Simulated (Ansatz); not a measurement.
**Geometry relaxation of W (part 2 of 2)**

W (slab, 6 atoms in the cell); DFT r2SCAN, scalar-relativistic, plane waves, PAW, no spin polarisation (Ansatz 0.2.0); cutoff 500 eV, 10×7×1 k-mesh, Gaussian smearing of 0.1 eV. The structure derives from an entry of the Crystallography Open Database. The input holds or restrains some coordinates. Forces given for the steps count only the free coordinates. It belongs to a series of runs on one base structure; here: clean slab, lower half held.

Geometry of the input (Å; fractional positions):
```
2.8406  0.0000  0.0000
0.0000  4.0172  0.0000
0.0000  0.0000  24.1014
W  0.5000  0.5000  0.3527
W  0.0000  0.0000  0.4116
W  0.5000  0.5000  0.4705
W  0.0000  0.0000  0.5295
W  0.5000  0.5000  0.5884
W  0.0000  0.0000  0.6473
```

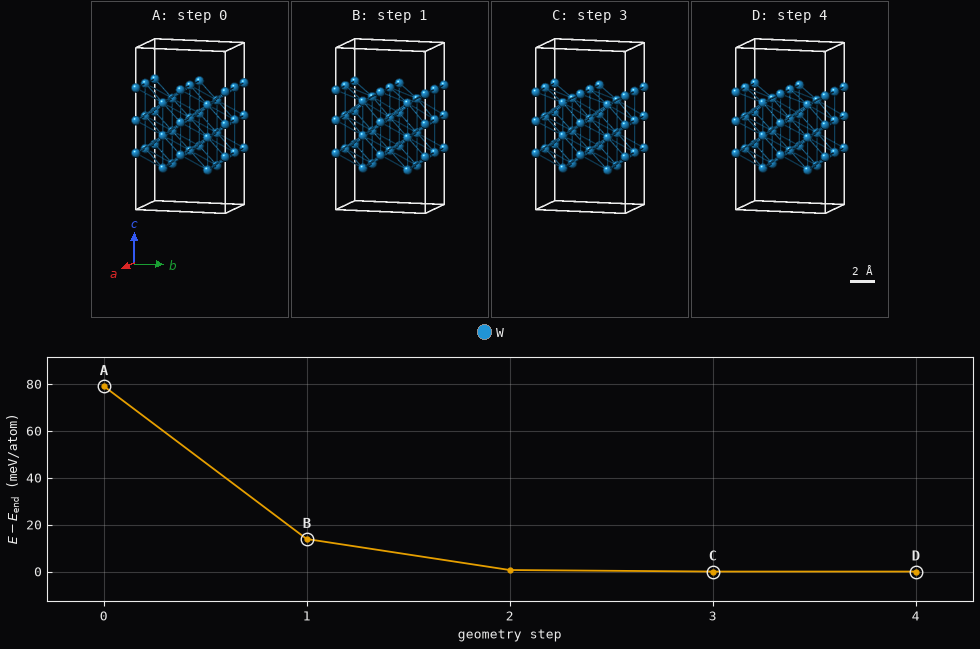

Figure 1. Frames of the restrained relaxation (ball-and-stick view of the 2 × 2 repeat of the cell, with the vacuum cut short, seen slightly off an axis) above the curves, on which the letters mark them (the first geometry is step 0 here and step 1 in the log).

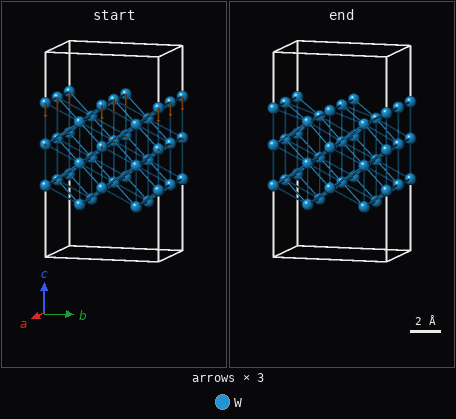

Figure 2. Before (left) and after (right) the restrained relaxation, at one scale (ball-and-stick view of the 2 × 2 repeat of the cell, with the vacuum cut short, seen slightly off an axis). The orange arrows give the displacements, magnified 3 times. The largest move is that of W6, 0.36 Å. The cell doesn't change. Among the contacts that change: W4–W6 2.841 → 2.531 Å, W5–W6 2.841 → 2.669 Å, W2–W4 2.841 → 2.786 Å, W4–W5 2.841 → 2.878 Å. After 4 geometry steps the energy has fallen by 79.1 meV per atom. The largest force component goes from 2.2 to 0.011 eV/Å. (Atoms are counted from 1 in the order of the input.)

```
WARN: The output density's exchange-correlation potential varies sharply where the density is thin. Do not read a vacuum level from v_tot or v_xc, or from such a field of the output density. On a cell that repeats whose density bears no net charge and no dipole along the vacuum's axis use v_es (v_loc + v_h of the components); under efield.dipole_correction with no amplitude use v_es + v_field, which holds any external_charges[].barrier, or the levels of the report's work_function block, which leave it out; under a non-zero efield.amplitude the vacuum is tilted and has no level; on a cell that repeats and bears such a dipole with no correction it is tilted too, and efield.dipole_correction with no amplitude gives each side of its ramp a level where efield: is served; in a cell that repeats whose density bears a net charge (total_charge, or a fill off its count) it is curved and has none; of a slab under crystal.periodic whose density bears no net charge use v_es, which has a level on each side, short of where the two are joined; of another it falls or rises all the way out and has none; of a slab beside external_charges read slab_vacuum_level instead, which it has where they leave it neutral. The grid or the basis barely resolves most such structure, and the values can differ between equally converged runs; as a rule a tighter scf.convergence.dr2_threshold does not remove it. Where the density itself ripples (under the LDA too) a higher basis.ecutwfc lessens it. The files hold the spikes' plane waves up to the density's cutoff. Files: v_tot_of_output_density and the like, and their columns of v_z.tsv (output.write_potential); v_xc_of_output_density and the like, and their columns of v_comp_z.tsv (output.write_potential_components). Measured: with its Gaussian average of σ = 0.25 Å subtracted twice, the exchange-correlation potential is over 0.1 eV at 1135 of the grid points where the equally averaged density (valence and model cores) is under 1e-3 e/Å³, and 0.529 eV at the most among them, at an averaged density of 5.8e-9 e/Å³. The input density's (outcome.potential() and, of a run that writes arrays, v_tot and v_xc) is over 0.1 eV, so measured, at 96 points of its own thin density, 0.343 eV at the most. See output.write_potential in the manual, Limitations
SCF converged after 2 iterations
Free energy (F): -62376.045429 eV
Harris-Foulkes:  -62376.045430 eV  (|F-HF|=2.99e-8)
Internal energy: -62376.018141 eV  (E = F + TS)
E sigma→0 (E₀):  -62376.031785 eV
Entropy (-TS):   -0.027288 eV (-4.548 meV/atom)
Fermi energy:    4.961845 eV
Dipole field:    D = -0.006867 V/Å  (p = -0.010436 e·Å, saw-weighted, corrected)
Work function:   Φ+ = 4.3143 eV   Φ− = 4.1488 eV
Levels:          The Fermi level and band energies are counted from a zero that moves with the ramp; work functions are not
--- Per-component energies (eV) ---
  E_band       = -1999.552635
  E_kinetic    = 2694.897338
  E_local      = -101438.073731  (includes V_loc(G=0)·N_el)
  E_nonlocal   = 14.952546
  E_hartree    = 49498.458952
  E_xc         = -1486.163971
  E_vxc        = -1549.148766  (∫ρ·V_xc dr)
  E_paw        = -51559.953250  (= ΣΔE_a)
  E_vpaw       = -800.012244  (= ΣTr[D̂ρ^β])
  E_aug_tail   = -0.000283  (compensation charges beyond the density's cutoff)
  E_vtau       = 80.926659  (kinetic-family band-sum trace: ∫τ·v_τ [+ j·A + Jᵃ·Aᵃ] dr)
  E_efield     = 0.000036  (sawtooth field / dipole correction)
  E_vefield    = -0.038284  (∫n·V_field dr)
  E_ewald      = 39903.391914
  E_core_change = -3.527693  (= ΣΔE_core)
  E_smearing   = -0.027288  (= −TS)
  E_closure    = 0.000000  (closes the sum)
  Σ components = -62376.045429   (vs F -62376.045429, Δ=0.00e0)
--- Forces (eV/Å), atoms counted from 1 ---
  atom   1  W      0.00000000     0.00000000     2.10685861
  atom   2  W     -0.00000000     0.00000000    -1.98140550
  atom   3  W     -0.00000000     0.00000000    -0.12454709
  atom   4  W      0.00000000     0.00000000     0.01116823
  atom   5  W     -0.00000000     0.00000000    -0.00122630
  atom   6  W     -0.00000000     0.00000000    -0.01081007
  max |Σ_I F_I| component: 3.79e-5 eV/Å
--- Band table (eV; the first three rows and the last of 24) ---
  k-point 0: bands = ["-70.8139", "-70.6187", "-70.5666", "-70.4879", "-70.4201", "-70.3316", "-34.8235", "-34.7555", "-34.6892", "-34.5914", "-34.3839", "-34.3523", "-34.1196", "-34.0611", "-34.0193", "-34.0026", "-33.9961", "-33.8709", "-33.7499", "-33.6923", "-33.6154", "-33.6041", "-33.4705", "-33.4376", "-4.0920", "-2.4613", "-0.6785", "-0.4183", "0.2517", "0.4754", "1.1666", "1.9580", "2.4181", "2.5432", "3.0990", "3.6007", "3.8714", "4.0133", "4.0475", "4.5195", "4.5592", "4.9549", "5.2884", "5.3455", "5.6487", "5.9515", "6.2718", "6.4208", "6.8323", "7.3898", "7.7676"]
  k-point 1: bands = ["-70.8122", "-70.6164", "-70.5603", "-70.4862", "-70.4241", "-70.3398", "-34.8737", "-34.7646", "-34.6570", "-34.5791", "-34.4744", "-34.2241", "-34.1861", "-34.0409", "-33.9950", "-33.9837", "-33.9310", "-33.8633", "-33.7555", "-33.7288", "-33.6324", "-33.5888", "-33.4963", "-33.4754", "-3.7935", "-2.2687", "-0.5507", "-0.5090", "0.2863", "0.5742", "0.8060", "1.9590", "2.4838", "2.7503", "3.2927", "3.4518", "4.0503", "4.1302", "4.1738", "4.4113", "4.7200", "4.8917", "5.3426", "5.4010", "5.4946", "5.8724", "5.9011", "6.6134", "7.2207", "7.2704", "7.4868"]
  k-point 2: bands = ["-70.8084", "-70.6118", "-70.5425", "-70.4827", "-70.4324", "-70.3614", "-34.9568", "-34.7785", "-34.6462", "-34.5504", "-34.4885", "-34.2620", "-34.0868", "-33.9902", "-33.9433", "-33.9298", "-33.8942", "-33.8451", "-33.7659", "-33.7370", "-33.6786", "-33.6192", "-33.5667", "-33.5438", "-2.9567", "-1.7639", "-0.7099", "-0.3364", "0.1500", "0.2746", "0.9734", "2.1601", "2.6545", "2.9942", "3.2089", "3.5042", "4.1361", "4.1813", "4.5030", "4.5973", "4.7259", "4.8494", "4.8800", "5.5654", "5.5965", "5.7644", "5.8474", "6.3559", "6.5248", "6.9378", "7.2965"]
  k-point 23: bands = ["-70.7641", "-70.5666", "-70.4738", "-70.4456", "-70.3906", "-70.3473", "-34.8943", "-34.8631", "-34.7683", "-34.7654", "-34.6626", "-34.5392", "-34.5321", "-34.4785", "-34.1946", "-34.1673", "-34.1232", "-34.0209", "-33.8586", "-33.8430", "-33.8271", "-33.6533", "-33.6369", "-33.6287", "-0.5327", "-0.5038", "0.5364", "0.8610", "1.0201", "1.2268", "2.1149", "2.1874", "2.2944", "2.6263", "3.1582", "3.4170", "3.4805", "3.9377", "4.0681", "4.2471", "4.5508", "4.7538", "5.8310", "5.8383", "6.1967", "6.3922", "6.7603", "6.8540", "7.1805", "7.3094", "8.5779"]
--- Relaxed structure (5 steps of the walk, 5 accepted, 0 SCFs on fresh bases) ---
  F+E_penalty+E_count = -62376.04542947 eV   max|allowed force component| = 1.106e-2 eV/Å
  atoms:
    - { symbol: W, position: [0.49999999999999994, 0.49999999999999994, 0.3526767586999999] }
    - { symbol: W, position: [0.0, 0.0, 0.4116060552] }
    - { symbol: W, position: [0.49999999999999994, 0.49999999999999994, 0.4705353517] }
    - { symbol: W, position: [-3.1931584671611063e-18, 0.0, 0.5272047950643508] }
    - { symbol: W, position: [0.49999999999999994, 0.49999999999999994, 0.589214271611225] }
    - { symbol: W, position: [-2.135676136770096e-17, 0.0, 0.6322086935015957] }
```

### Trajectory as extended XYZ (Å, eV, eV/Å), 5 frames, from step=1 to step=5
```
6
Lattice="2.8406 0.0000 0.0000 0.0000 4.0172 0.0000 0.0000 0.0000 24.1014" Properties=species:S:1:pos:R:3:forces:R:3 step=1 energy=-62375.57089
W     1.4203    2.0086    8.5000    0.0000   0.0000   2.1922
W     0.0000    0.0000    9.9203    0.0000   0.0000  -1.9468
W     1.4203    2.0086   11.3406    0.0000   0.0000  -0.2882
W     0.0000    0.0000   12.7608    0.0000   0.0000   0.2881
W     1.4203    2.0086   14.1811    0.0000   0.0000   1.9468
W     0.0000    0.0000   15.6014    0.0000   0.0000  -2.1922
6
Lattice="2.8406 0.0000 0.0000 0.0000 4.0172 0.0000 0.0000 0.0000 24.1014" Properties=species:S:1:pos:R:3:forces:R:3 step=2 energy=-62375.96211
W     1.4203    2.0086    8.5000    0.0000   0.0000   2.0607
W     0.0000    0.0000    9.9203    0.0000   0.0000  -1.6239
W     1.4203    2.0086   11.3406    0.0000   0.0000   0.4199
W     0.0000    0.0000   12.7835    0.0000   0.0000   0.2323
W     1.4203    2.0086   14.3322    0.0000   0.0000  -0.4198
W     0.0000    0.0000   15.4064    0.0000   0.0000  -0.6703
6
Lattice="2.8406 0.0000 0.0000 0.0000 4.0172 0.0000 0.0000 0.0000 24.1014" Properties=species:S:1:pos:R:3:forces:R:3 step=3 energy=-62376.04148
W     1.4203    2.0086    8.5000    0.0000   0.0000   2.0896
W     0.0000    0.0000    9.9203    0.0000   0.0000  -1.9780
W     1.4203    2.0086   11.3406    0.0000   0.0000  -0.1241
W     0.0000    0.0000   12.7059    0.0000   0.0000  -0.2253
W     1.4203    2.0086   14.1979    0.0000   0.0000  -0.1009
W     0.0000    0.0000   15.2111    0.0000   0.0000   0.3363
6
Lattice="2.8406 0.0000 0.0000 0.0000 4.0172 0.0000 0.0000 0.0000 24.1014" Properties=species:S:1:pos:R:3:forces:R:3 step=4 energy=-62376.04542
W     1.4203    2.0086    8.5000    0.0000   0.0000   2.1068
W     0.0000    0.0000    9.9203    0.0000   0.0000  -1.9814
W     1.4203    2.0086   11.3406    0.0000   0.0000  -0.1245
W     0.0000    0.0000   12.7064    0.0000   0.0000   0.0118
W     1.4203    2.0086   14.2009    0.0000   0.0000  -0.0012
W     0.0000    0.0000   15.2371    0.0000   0.0000  -0.0117
6
Lattice="2.8406 0.0000 0.0000 0.0000 4.0172 0.0000 0.0000 0.0000 24.1014" Properties=species:S:1:pos:R:3:forces:R:3 step=5 energy=-62376.04543
W     1.4203    2.0086    8.5000    0.0000   0.0000   2.1068
W     0.0000    0.0000    9.9203    0.0000   0.0000  -1.9813
W     1.4203    2.0086   11.3406    0.0000   0.0000  -0.1245
W     0.0000    0.0000   12.7064    0.0000   0.0000   0.0111
W     1.4203    2.0086   14.2009    0.0000   0.0000  -0.0013
W     0.0000    0.0000   15.2371    0.0000   0.0000  -0.0107
```

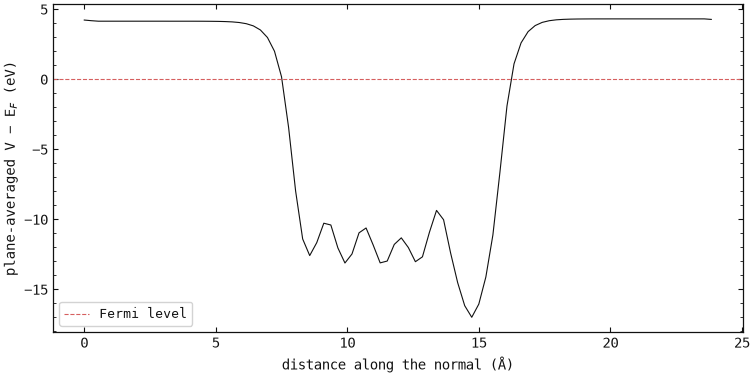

Figure 3. Plane average of the electrostatic potential energy of an electron across the cell, from the Fermi level. The vacuum level lies 4.31 eV above the Fermi level on the upper side and 4.15 eV on the lower.

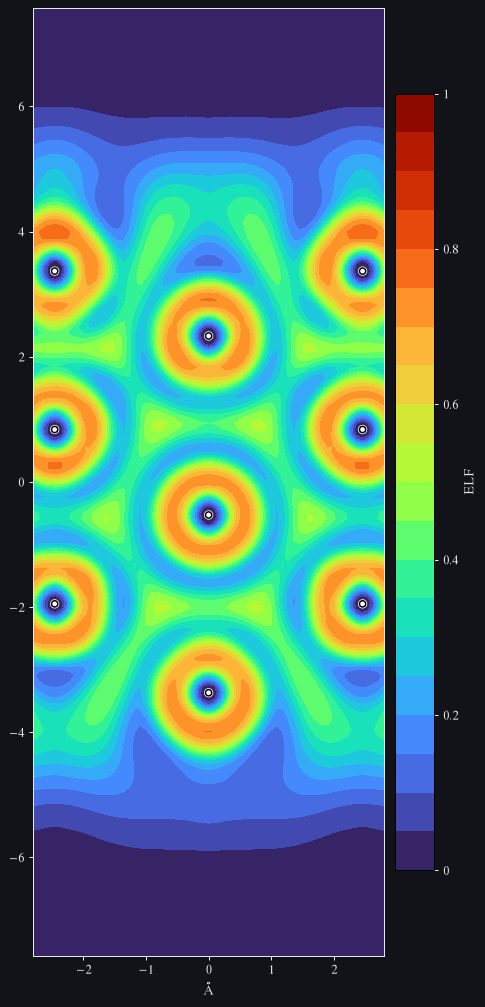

Figure 4. ELF on the (11̄0) plane of the calculation cell, a cut from vacuum to vacuum. Circles mark the nuclei in the plane (W). The section cuts through W sites. W–W (2.67 Å): the ELF is about 0.40 at the midpoint (nearly free electrons, as in a simple metal). W–W (2.79 Å): the ELF is about 0.35 at the midpoint, which marks nearly free electrons, as in a simple metal. W–W (2.84 Å): the ELF is about 0.40 at the midpoint, as expected for nearly free electrons, as in a simple metal. The strong features right at W lie inside the PAW spheres (semicore, d or f shells) and say nothing about bonding. Core electrons are frozen (PAW), so the fields are smoothed inside the atomic spheres.

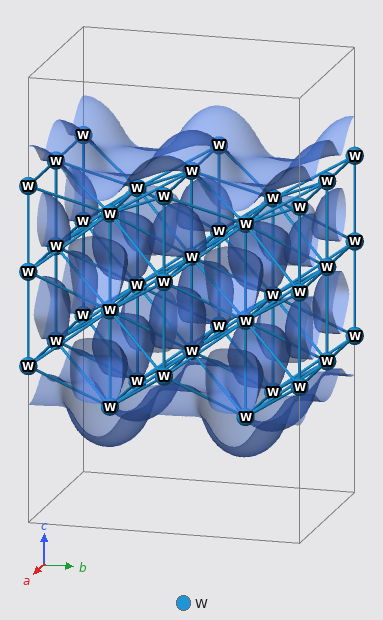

Figure 5. Isosurface of the valence electron density at 0.3 e/Å³ (blue), seen slightly off an axis. Sticks mark near contacts. At this value the density is joined into sheets; it holds about 90 % of the electrons treated as valence (semicore included). On the grid the lowest density along these lines, outside the cores, is 0.65 e/Å³ (W–W, 2.53 Å), 0.47 e/Å³ (W–W, 2.67 Å), 0.37 e/Å³ (W–W, 2.79 Å) and 0.37 e/Å³ (W–W, 2.84 Å).

### Summary

- outcome: converged under the restraints of the input
- electrons treated: 84
- free energy: −62376.0454 eV
- work function, top face: 4.31 eV
- work function, bottom face: 4.15 eV
- Fermi energy: 4.962 eV
- gap on the k-point mesh: none (metallic)
- final volume: 275.02 Å³
- work function (upper face): 4.31 eV
- largest force (length of the vector) at the end, held atoms and coordinates included: 2.107 eV/Å
- wall time: 3.4 min (CPU time 6.8 min)
- peak memory: 1.2 GiB

### Notes

Warnings of the run: the exchange-correlation potential is rough where the density is thin. Spin–orbit coupling is left out, which matters for W.
